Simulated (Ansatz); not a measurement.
The Ansatz input:

```
crystal:
  lattice:
    - [3.6598011195, 0.0, 0.0]
    - [0.0, 3.6598011195, 0.0]
    - [0.0, 0.0, 22.1757403787]
  atoms:
    - { symbol: Eu, position: [0.0, 0.0, 0.3833017457], spin: 7.44 }
    - { symbol: O, position: [0.5, 0.5, 0.3833017457] }
    - { symbol: Eu, position: [0.5, 0.5, 0.5], spin: 7.44 }
    - { symbol: O, position: [0.0, 0.0, 0.5] }
    - { symbol: Eu, position: [0.0, 0.0, 0.6166982543], spin: 7.44 }
    - { symbol: O, position: [0.5, 0.5, 0.6166982543] }
basis:
  ecutwfc: 420
kpoints:
  mp_grid: { grid: [7, 7, 1] }
hamiltonian:
  xc: pbe
  hubbard: { sites: [{ species: Eu, l: f, u_eff: 6.0 }] }
scf:
  occupations: { method: gaussian, width: 0.05 }
  lower_state_search: "off"
output:
  forces: true
  eigenvalues: true
  populations: true
  write_density: true
  write_potential: true
  elf: true
  volumetric_format: npy
magnetization:
  spin_polarized: true
relax:
  adjacent_minimum: "off"
  f_tol: 0.03
  max_steps: 70
  constraints: [{ sites: [0, 1] }]
efield:
  axis: 3
  dipole_correction: true
  ramp_width: 0.04
```

Run as:
```bash
ansatz run input.yaml --threads 4 --pin off --max-ram 10240MiB --backend cpu --events-out ev --progress --plain --runs-dir out
```

What does the potential across the slab give for the band edges against vacuum?

From the vacuum level at the right face the ionisation potential is 2.20 eV and the electron affinity 1.56 eV; at the left face they are 2.47 and 1.83 eV. The slab's gap, their difference before rounding, is 0.64 eV. The vacuum levels differ by 0.27 eV, so the slab carries a dipole along its normal. Some atoms were held fixed in the relaxation, which can itself make the faces differ. The outermost atoms are 5.1 Å apart, which leaves 17.1 Å of vacuum in a cell 22.2 Å high.

The run may have settled in a state above the lowest, so this need not be the ground state. Spin-orbit coupling is left out, which matters for Eu.

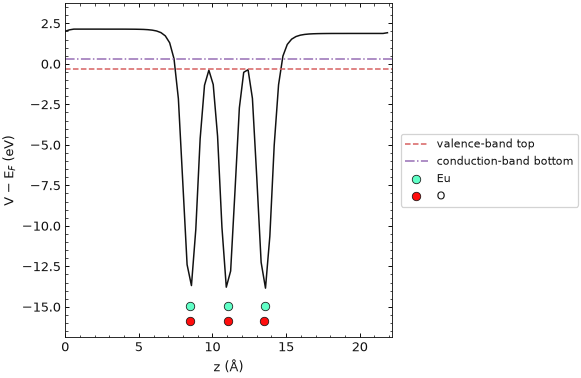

Plane-averaged electrostatic potential energy of an electron across the slab; circles at the bottom mark the heights of the atoms (positions after relaxation).
